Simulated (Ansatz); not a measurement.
Single-point calculation of Cu₂O (part 1 of 2)

- system: Cu₂O (Pn-3m, 12 atoms in the cell)
- method: DFT r2SCAN, scalar-relativistic, plane waves, PAW, spin-polarised (Ansatz 0.2.0)

The structure derives from an entry of the Crystallography Open Database. Figures and captions count atoms from 1; the log counts them from 0 in places.

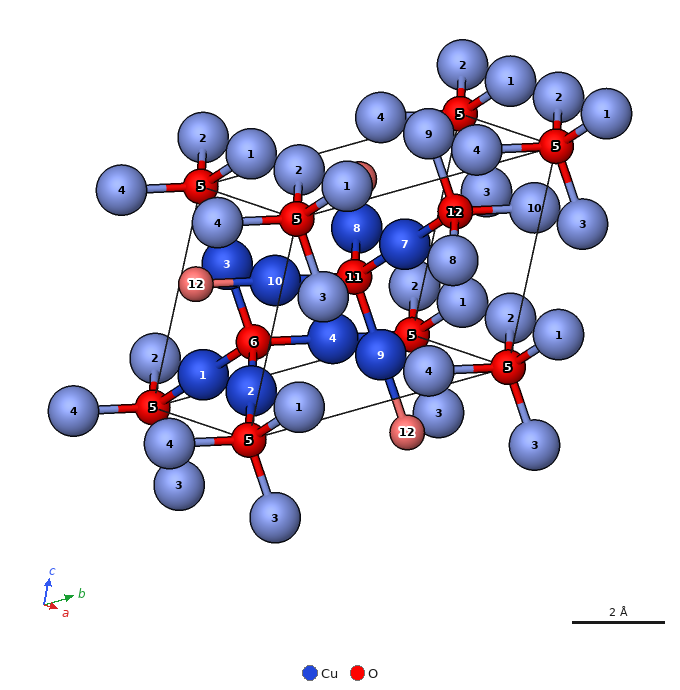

**Figure 1.** The structure (ball-and-stick view of the cell of the calculation, seen slightly off an axis; neighbours outside the cell are drawn fainter; atoms are numbered from 1 in the order of the input).

Input
```yaml
crystal:
  lattice:
    - [0.0, 4.2456701387, 4.2456701387]
    - [4.2456701387, 0.0, 4.2456701387]
    - [4.2456701387, 4.2456701387, 0.0]
  atoms:
    - { symbol: Cu, position: [0.125, 0.125, 0.125], spin: 1.0 }
    - { symbol: Cu, position: [0.625, 0.125, 0.125], spin: 1.0 }
    - { symbol: Cu, position: [0.125, 0.125, 0.625], spin: 1.0 }
    - { symbol: Cu, position: [0.125, 0.625, 0.125], spin: 1.0 }
    - { symbol: O, position: [0.0, 0.0, 0.0] }
    - { symbol: O, position: [0.25, 0.25, 0.25] }
    - { symbol: Cu, position: [0.625, 0.625, 0.625], spin: 1.0 }
    - { symbol: Cu, position: [1.125, 0.625, 0.625], spin: 1.0 }
    - { symbol: Cu, position: [0.625, 0.625, 1.125], spin: 1.0 }
    - { symbol: Cu, position: [0.625, 1.125, 0.625], spin: 1.0 }
    - { symbol: O, position: [0.5, 0.5, 0.5] }
    - { symbol: O, position: [0.75, 0.75, 0.75] }
basis:
  ecutwfc: 500
  ecutrho_ratio: 4
kpoints:
  mp_grid: { grid: [6, 6, 6] }
hamiltonian:
  xc: r2scan
scf:
  occupations: { method: gaussian, width: 0.05 }
  lower_state_search: "off"
output:
  forces: true
  stress: true
  eigenvalues: true
  populations: true
magnetization:
  spin_polarized: true
```

Run as:
```bash
ansatz run input.yaml --threads 4 --pin off --max-ram 10240MiB --backend cpu --events-out ev --progress --plain --runs-dir out
```

Output
```
Engine: ansatz 0.2.0, aarch64-unknown-linux-gnu
Pseudopotentials: kind: paw
Pseudopotential: Cu, paw, valence charge 19, recommended cutoff 500 eV (meta_gga), Cu.paw.azcp
Pseudopotential: O, paw, valence charge 6, recommended cutoff 500 eV (meta_gga), O.paw.azcp
Functional definition: r2SCAN
  parameter k0 = 0.174
  parameter k1 = 0.065
  parameter a1 = 4.9479
  exchange = r2scan_x(k0 = k0, k1 = k1, a1 = a1)
  correlation = r2scan_c
Crystal: 12 atoms, lattice volume = 153.062 Å³
Basis set: ecut = 500 eV, 3839 PW (Γ), exchange–correlation on 180×180×180 points (64 copies of the dense FFT grid, shifted against one another)
Bands: 111, of which v1, the nominal top of the filled ones, is band 88 counted from 1 (87 counted from 0)
Symmetry: 96 space group operations
Space group: Pn-3m (ITA 224), of the structure as read, at distance tolerance 5.3e-5 Å
Magnetic group: BNS 224.110 (UNI 1612), of the structure as read, at distance tolerance 5.3e-5 Å
k-points: 16 of 216
Non-local potential: Cu, projectors of the file, l = 0: 3, l = 1: 2, l = 2: 3, l = 3: 1
Non-local potential: O, projectors of the file, l = 0: 2, l = 1: 2, l = 2: 1
PAW form: soft (Blöchl's): semilocal exchange-correlation on the pseudo side does not see the compensation charge
PAW frozen core: Cu, regenerated for the run's functional (the file was generated under x = pbe(κ = 0.804, μ = 0.2195149727645171), c = pbe(β = 0.06672455060314922))
PAW frozen core: O, regenerated for the run's functional (the file was generated under x = pbe(κ = 0.804, μ = 0.2195149727645171), c = pbe(β = 0.06672455060314922))
PAW one-centre angular grid: Cu, 590 points (default); XC on 160 Gauss nodes
PAW one-centre angular grid: O, 302 points (default); XC on 160 Gauss nodes
Initial density: superposition of atomic densities (chi_scale 0.1, normalization cell, long waves kept (reshape's long-wave potential 0.00 eV rms))
Starting moments: Σ|m| = 8 μB on 8 of 12 sites
Initial wavefunctions: pseudopotential atomic-orbital guess
Functional: x = r2scan, c = r2scan; τ floored in thin density (d = 2e-4 eV/Å³)
iter 1 solved again at ethr=1.13e-3 eV; its pass at ethr=3.10e-3 eV (dr2=1.98e0 eV) is discarded
SCF iter   1: F=-55318.310609 eV  HF=-55316.388849 eV  |F-HF|=1.92e0  |Δ(HF+E_count)|=         —  Δρ=1.03e-1 (↑1.03e-1 ↓1.02e-1)  dr2=2.00e0  dr2_τ=1.28e-1  dr2_m=1.36e1  M=0.081 μB ∫|m|=1.631 μB  β_m=0.30  ethr=1.13e-3  ⟨swp⟩=1.8  Hψ=16639  notcnv=0
preconditioner: auto → Kerker (q_TF=auto, 2.793 Å⁻¹)  [metal: Δε(μ)=0.051 eV  Ē_g=12.072 eV  σ=0.050 eV  W_gap=0.49  n_scr=58 (ndim 8)  ℏωp=31.8 eV  f_vac=0.002  D(μ)=1.37/eV (n_scr^D=0)]
spin=Collinear: Kerker preconditioning applied to the charge; magnetization (m = ρ↑ − ρ↓) channel mixes plain (no charge-response kernel on spin).
SCF iter   2: F=-55319.325305 eV  HF=-55317.819067 eV  |F-HF|=1.51e0  |Δ(HF+E_count)|=    1.43e0  Δρ=8.18e-2 (↑8.18e-2 ↓6.86e-2)  dr2=7.84e-1  dr2_τ=5.82e-2  dr2_m=7.47e0  M=0.009 μB ∫|m|=1.276 μB  β_m=0.30  ethr=1.13e-3  ⟨swp⟩=2.1  Hψ=5542  notcnv=0  κ⁻¹=1.0e0(r=1)
preconditioner: auto → Resta (q_TF=auto, 2.793 Å⁻¹)  ε∞=8.0  [insulator: Δε(μ)=0.169 eV  Ē_g=12.019 eV  σ=0.050 eV  W_gap=0.73  n_scr=58 (ndim 8)  ℏωp=31.8 eV  f_vac=0.004  D(μ)=0.20/eV (n_scr^D=0)  ε∞_Penn≈8.0]
spin=Collinear: Resta preconditioning applied to the charge; magnetization (m = ρ↑ − ρ↓) channel mixes plain (no charge-response kernel on spin).
SCF iter   3: F=-55319.579547 eV  HF=-55318.780627 eV  |F-HF|=7.99e-1  |Δ(HF+E_count)|=   9.62e-1  Δρ=5.83e-2 (↑5.83e-2 ↓5.03e-2)  dr2=2.58e-1  dr2_τ=2.89e-2  dr2_m=3.99e0  M=0.000 μB ∫|m|=1.049 μB  β_m=0.30  ethr=4.46e-4  ⟨swp⟩=2.5  Hψ=5289  notcnv=0  defer=492  κ⁻¹=1.3e-1(r=2)
SCF iter   4: F=-55319.619321 eV  HF=-55319.313287 eV  |F-HF|=3.06e-1  |Δ(HF+E_count)|=   5.33e-1  Δρ=4.25e-2 (↑4.25e-2 ↓3.59e-2)  dr2=9.33e-2  dr2_τ=1.40e-2  dr2_m=2.13e0  M=0.000 μB ∫|m|=0.873 μB  β_m=0.30  ethr=1.47e-4  ⟨swp⟩=2.0  Hψ=5043  notcnv=0  defer=496  κ⁻¹=1.8e-2(r=3)
SCF iter   5: F=-55319.646949 eV  HF=-55319.482869 eV  |F-HF|=1.64e-1  |Δ(HF+E_count)|=   1.70e-1  Δρ=2.94e-2 (↑2.94e-2 ↓2.81e-2)  dr2=9.18e-3  dr2_τ=7.50e-3  dr2_m=1.16e0  M=0.000 μB ∫|m|=0.717 μB  β_m=0.30  ethr=5.30e-5  ⟨swp⟩=2.0  Hψ=5049  notcnv=0  defer=500  κ⁻¹=2.4e-4(r=4)
SCF iter   6: F=-55319.660563 eV  HF=-55319.576070 eV  |F-HF|=8.45e-2  |Δ(HF+E_count)|=   9.32e-2  Δρ=2.26e-2 (↑2.01e-2 ↓2.26e-2)  dr2=7.91e-3  dr2_τ=4.09e-3  dr2_m=6.39e-1  M=0.000 μB ∫|m|=0.585 μB  β_m=0.30  ethr=5.21e-6  ⟨swp⟩=2.0  Hψ=5800  notcnv=0  defer=500  κ⁻¹=2.5e-5(r=5)
SCF iter   7: F=-55319.668356 eV  HF=-55319.622399 eV  |F-HF|=4.60e-2  |Δ(HF+E_count)|=   4.63e-2  Δρ=1.70e-2 (↑1.49e-2 ↓1.70e-2)  dr2=4.66e-3  dr2_τ=2.26e-3  dr2_m=3.56e-1  M=0.000 μB ∫|m|=0.482 μB  β_m=0.30  ethr=4.49e-6  ⟨swp⟩=2.2  Hψ=5363  notcnv=0  defer=500  κ⁻¹=2.4e-6(r=6)
SCF iter   8: F=-55319.673936 eV  HF=-55319.646330 eV  |F-HF|=2.76e-2  |Δ(HF+E_count)|=   2.39e-2  Δρ=1.25e-2 (↑1.25e-2 ↓1.14e-2)  dr2=1.02e-3  dr2_τ=1.30e-3  dr2_m=2.00e-1  M=0.000 μB ∫|m|=0.400 μB  β_m=0.30  ethr=2.65e-6  ⟨swp⟩=2.0  Hψ=4784  notcnv=0  defer=500
Mixer restart at iter 8: flushing history
spin-set hold released at iteration 8 (site moments contracting): the magnetisation degrees of freedom join the quasi-Newton model from the next iteration; the mixer history was flushed
SCF iter   9: F=-55319.677158 eV  HF=-55319.661028 eV  |F-HF|=1.61e-2  |Δ(HF+E_count)|=   1.47e-2  Δρ=9.37e-3 (↑9.37e-3 ↓8.67e-3)  dr2=4.08e-4  dr2_τ=7.45e-4  dr2_m=1.14e-1  M=0.000 μB ∫|m|=0.331 μB  β_m=0.30  ethr=5.82e-7  ⟨swp⟩=2.1  Hψ=4932  notcnv=0  defer=500  κ⁻¹=1.0e0(r=1)
SCF iter  10: F=-55319.683018 eV  HF=-55319.681740 eV  |F-HF|=1.28e-3  |Δ(HF+E_count)|=   2.07e-2  Δρ=5.97e-4 (↑5.93e-4 ↓5.97e-4)  dr2=7.13e-5  dr2_τ=5.27e-6  dr2_m=4.77e-4  M=0.000 μB ∫|m|=0.104 μB  β_m=0.30  ethr=2.32e-7  ⟨swp⟩=3.0  Hψ=6680  notcnv=0  defer=500  κ⁻¹=4.6e-4(r=2)
SCF iter  11: F=-55319.683491 eV  HF=-55319.682660 eV  |F-HF|=8.32e-4  |Δ(HF+E_count)|=   9.20e-4  Δρ=4.78e-4 (↑3.90e-4 ↓4.78e-4)  dr2=1.24e-5  dr2_τ=2.86e-6  dr2_m=2.60e-4  M=0.000 μB ∫|m|=0.081 μB  β_m=0.30  ethr=4.05e-8  ⟨swp⟩=2.0  Hψ=5408  notcnv=0  defer=500  κ⁻¹=3.1e-4(r=3)
SCF iter  12: F=-55319.683861 eV  HF=-55319.683733 eV  |F-HF|=1.28e-4  |Δ(HF+E_count)|=   1.07e-3  Δρ=2.03e-4 (↑1.41e-4 ↓2.03e-4)  dr2=2.42e-5  dr2_τ=3.93e-7  dr2_m=3.20e-5  M=0.000 μB ∫|m|=0.033 μB  β_m=0.30  ethr=7.03e-9  ⟨swp⟩=3.0  Hψ=6627  notcnv=0  defer=500  κ⁻¹=3.7e-5(r=4)
SCF iter  13: F=-55319.683930 eV  HF=-55319.683916 eV  |F-HF|=1.42e-5  |Δ(HF+E_count)|=   1.83e-4  Δρ=1.02e-4 (↑6.03e-5 ↓1.02e-4)  dr2=1.37e-5  dr2_τ=7.18e-8  dr2_m=4.76e-6  M=0.000 μB ∫|m|=0.013 μB  β_m=0.30  ethr=7.03e-9  ⟨swp⟩=2.6  Hψ=5923  notcnv=0  defer=500  κ⁻¹=1.5e-5(r=5)
SCF iter  14: F=-55319.683944 eV  HF=-55319.683940 eV  |F-HF|=3.18e-6  |Δ(HF+E_count)|=   2.43e-5  Δρ=4.73e-5 (↑3.64e-5 ↓4.73e-5)  dr2=3.13e-6  dr2_τ=2.33e-8  dr2_m=1.56e-6  M=0.000 μB ∫|m|=0.006 μB  β_m=0.30  ethr=7.03e-9  ⟨swp⟩=2.0  Hψ=4768  notcnv=0  defer=500  κ⁻¹=1.0e-6(r=6)
SCF iter  15: F=-55319.683948 eV  HF=-55319.683948 eV  |F-HF|=1.24e-7  |Δ(HF+E_count)|=   7.83e-6  Δρ=2.33e-5 (↑2.33e-5 ↓2.14e-5)  dr2=1.49e-6  dr2_τ=3.49e-9  dr2_m=2.62e-8  M=0.000 μB ∫|m|=0.001 μB  β_m=0.30  ethr=1.78e-9  ⟨swp⟩=2.2  Hψ=4889  notcnv=0  defer=500  κ⁻¹=4.1e-8(r=7)
SCF iter  16: F=-55319.683948 eV  HF=-55319.683948 eV  |F-HF|=1.44e-7  |Δ(HF+E_count)|=   8.03e-8  Δρ=2.04e-5 (↑2.04e-5 ↓1.82e-5)  dr2=1.12e-6  dr2_τ=2.39e-9  dr2_m=2.26e-8  M=0.000 μB ∫|m|=0.001 μB  β_m=0.30  ethr=8.46e-10  ⟨swp⟩=1.0  Hψ=3052  notcnv=0  defer=500  κ⁻¹=1.5e-8(r=8)
SCF iter  17: F=-55319.683948 eV  HF=-55319.683949 eV  |F-HF|=9.06e-8  |Δ(HF+E_count)|=   1.49e-7  Δρ=6.07e-6 (↑6.07e-6 ↓5.52e-6)  dr2=1.35e-7  dr2_τ=3.12e-10  dr2_m=3.50e-9  M=0.000 μB ∫|m|=0.000 μB  β_m=0.30  ethr=6.38e-10  ⟨swp⟩=1.7  Hψ=3581  notcnv=0  defer=500  κ⁻¹=1.2e-9(r=8)
iter 18 did not close the SCF: its close was put off for a magnetic moment that had not settled (scf_convergence_deferred on its scf_iter line)
SCF iter  18: F=-55319.683949 eV  HF=-55319.683949 eV  |F-HF|=1.73e-8  |Δ(HF+E_count)|=   3.53e-8  Δρ=2.78e-6 (↑2.78e-6 ↓2.42e-6)  dr2=2.68e-8  dr2_τ=1.15e-10  dr2_m=1.79e-9  M=0.000 μB ∫|m|=0.000 μB  β_m=0.30  ethr=5.68e-11  ⟨swp⟩=8.2  Hψ=14095  notcnv=0  κ⁻¹=4.0e-7(r=8)
iter 19 did not close the SCF: its close was put off for a magnetic moment that had not settled (scf_convergence_deferred on its scf_iter line)
SCF iter  19: F=-55319.683949 eV  HF=-55319.683949 eV  |F-HF|=7.13e-10  |Δ(HF+E_count)|=   3.24e-9  Δρ=7.37e-7 (↑5.05e-7 ↓7.37e-7)  dr2=6.38e-10  dr2_τ=6.49e-12  dr2_m=2.37e-10  M=0.000 μB ∫|m|=0.000 μB  β_m=0.30  ethr=1.52e-11  ⟨swp⟩=1.9  Hψ=9291  notcnv=0  κ⁻¹=4.0e-7(r=8)
SCF iter  20: F=-55319.683949 eV  HF=-55319.683949 eV  |F-HF|=2.76e-10  |Δ(HF+E_count)|=  6.11e-10  Δρ=3.10e-7 (↑3.09e-7 ↓3.10e-7)  dr2=1.20e-11  dr2_τ=4.52e-12  dr2_m=1.27e-10  M=0.000 μB ∫|m|=0.000 μB  ethr=1.00e-12  ⟨swp⟩=1.0  Hψ=6768  notcnv=0
WARN: the starting moments were not kept: the SCF closed with an absolute magnetisation of 2.3e-5 μB, where they sum to 8 μB in size (8 sites). That is at most 0.1 of that sum. Measured as dr2_m measures the in/out step, that magnetisation stands 7.3e-11 eV from none, at or under the dr2_threshold of 1.0e-7 eV: it is no larger than a step whose dr2_m would equal this threshold. The system may hold no moment; this SCF shows only that its start led to no more than that. To try another start: raise the starting moments (crystal.atoms[].spin, magnetization.per_species, magnetization.initial_magnetization, or on a non-collinear deck that types none of these the spinor_matrix: blocks that start its atoms; where the total moment is fixed, keep their sum and leave initial_magnetization as it is; typed ones take the place of any that the run laid by itself, positive ones on a crystal's lanthanoids without a Hubbard term where scf.initial_density.shell_occupations: [] is typed) or, if the notice of its spin-set hold's release reads "site moments contracting" or "site moments show no strong build", lengthen the hold (scf.mixing.spin_hold: { on: { confirm: 4 } }; for m-r²SCAN on two components see the key's manual first). Each may lead to a state that holds a moment. A second SCF, from the converged charge density, with the starting moments and any scf.initial_density.shell_occupations laid on it anew, would have followed, and was not run: the deck does not ask for one (magnetization.retry_lost_moments is false, the default). To let it run, set magnetization.retry_lost_moments: true and run the deck again, where that key's refused combinations let it; where memory then withholds it, that run's warning says so.
SCF 1 converged in 20 iterations: F = -55319.683949 eV  dr2 = 1.20e-11
  greatest PAW one-centre occupation: 1.000 electrons in one spin orbital (limit 2), on the Cu atom at site 9 (counted from 0), in its partial waves of l = 0
```

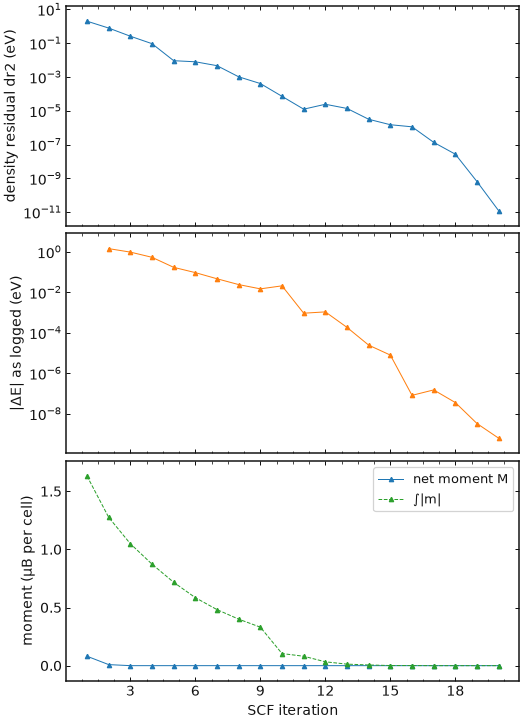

**Figure 2.** Convergence of the self-consistent field: density residual dr2, size of the energy change and magnetic moment against the SCF iteration. The residual falls almost steadily, with no more than small rises. The net moment stays at 0.0 μB per cell, and ∫|m| falls to zero.

```
this state was not tested for a lower state beside it, because the mixer in use, unlike msr1, does not test its closes by its own steps (another_mixer; see scf.mixing.algorithm and scf.lower_state_search)
SCF converged after 20 iterations
Magnetization: 0.0000 μB (88.0000 up, 88.0000 down)
Absolute magnetization: 0.0000 μB (∫|ρ↑−ρ↓|, with the PAW one-centre terms)
Spin contamination: 0.0000 ħ² per cell (⟨S²⟩ above its minimum at these occupations)
```
